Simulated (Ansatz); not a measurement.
KCl (Fm-3m): refractive index against wavelength

The refractive index of KCl (Fm-3m) below the direct gap (5.19 eV on the mesh) is read from one computed spectrum, n = √(Re ε).

Cell: a, b, c = 4.450, 4.450, 4.450 Å (primitive vectors), 2 atoms.

Method: Ansatz 0.2.0, PBE, independent particles, k-mesh 10×10×10 with interpolation inside its cells, Gaussian parameter 0.1 eV.

Launch of the response step: `ansatz run input.yaml --threads 4 --pin off --max-ram 8192MiB --backend cpu --events-out ev --progress --plain --runs-dir out`. The run took 3 s, on 4 threads of AMD EPYC 9R45 96-Core Processor (Zen 5), with other jobs on the host.

| wavelength (nm) | photon energy E (eV) | n |
| --- | --- | --- |
| 850 | 1.459 | 1.6140 |
| 700 | 1.771 | 1.6197 |
| 633 | 1.959 | ? |
| 532 | 2.331 | 1.6333 |
| 450 | 2.755 | 1.6469 |
| 405 | 3.061 | 1.6590 |
| 365 | 3.397 | 1.6748 |

In the single-oscillator model n² − 1 = E₀E_d/(E₀² − E²), so 1/(n² − 1) = E₀/E_d − E²/(E₀E_d) is linear in E².

Working, on the rows shown:

| x = E² (eV²) | y = 1/(n² − 1) |
| --- | --- |
| 2.12762 | 0.623055 |
| 3.13716 | 0.61598 |
| 5.43137 | 0.599639 |
| 7.59115 | 0.584017 |
| 9.37179 | 0.570685 |
| 11.5384 | 0.55403 |

Means: x̄ = 6.5329, ȳ = 0.59123. Σ(x − x̄)(y − ȳ) = -0.4857, Σ(x − x̄)² = 66.39. Slope = -0.4857 / 66.39 = -0.007316; intercept = ȳ − slope · x̄ = 0.63903. Turned back into n, the line misses the rows shown by at most 0.00057.

Task: Fill in the last column of the withheld row.

Result: At x = 3.8364 the line gives y = 0.61096, that is 1.6238. The run gave 1.6237, so the interpolation is off by 0.00011, 0.2 % of the range in the table.

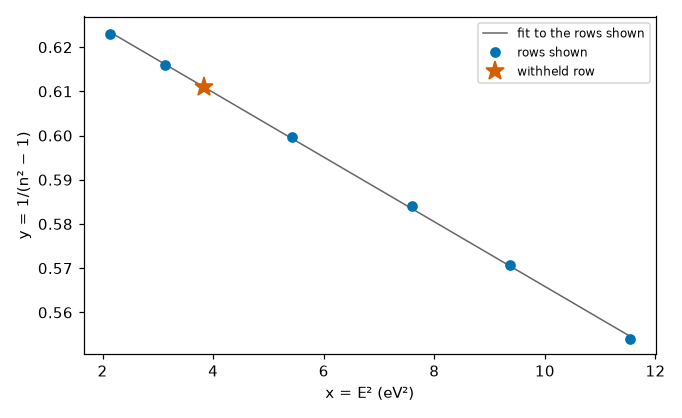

Refitted with all rows, the slope is -0.00732 and the intercept 0.63907. These give E₀ = √(intercept/−slope) = 9.34 eV and E_d = E₀/intercept = 14.6 eV; E₀ is 1.8 times the direct gap. The electronic limit at long wavelengths, without lattice vibrations, is n = √(1 + 1/intercept) = 1.601. Excitons are left out and so are local fields; PBE gaps are as a rule too small.
